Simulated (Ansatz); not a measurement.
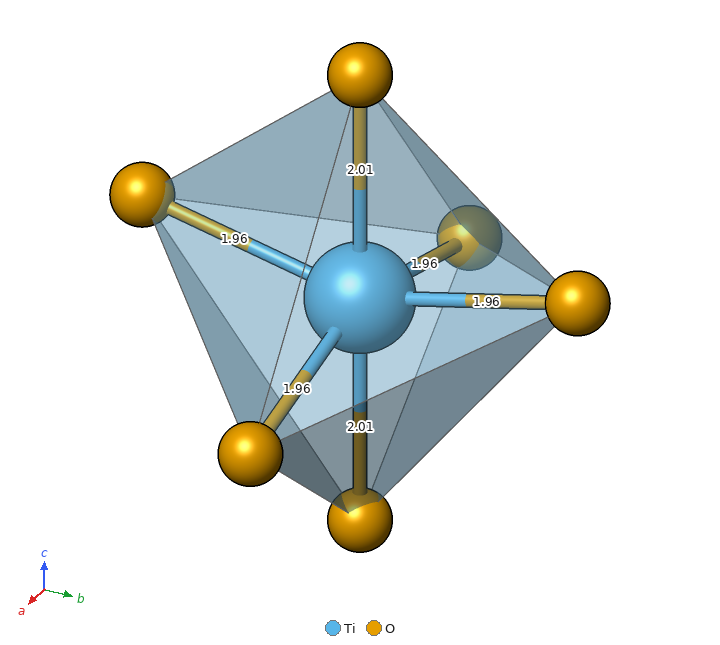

Coordination of Ti in TiO₂ (I4_1/amd); bond lengths in Å. Shape measures S are computed against regular polyhedra or, for capped shapes, the nearer of the equal-edge and equal-bond forms. Source: the geometry relaxed with DFT PBE+U, scalar-relativistic, plane waves, PAW in Ansatz 0.2.0.

**What geometry does the central atom have?**

TiO6: a strongly distorted octahedron (coordination number 6, S = 3.32; next best trigonal prism, S = 12.2).

**Does the central atom sit at the centroid of its ligands?**

Yes, to within 0.01 Å; the site symmetry is -4m2.
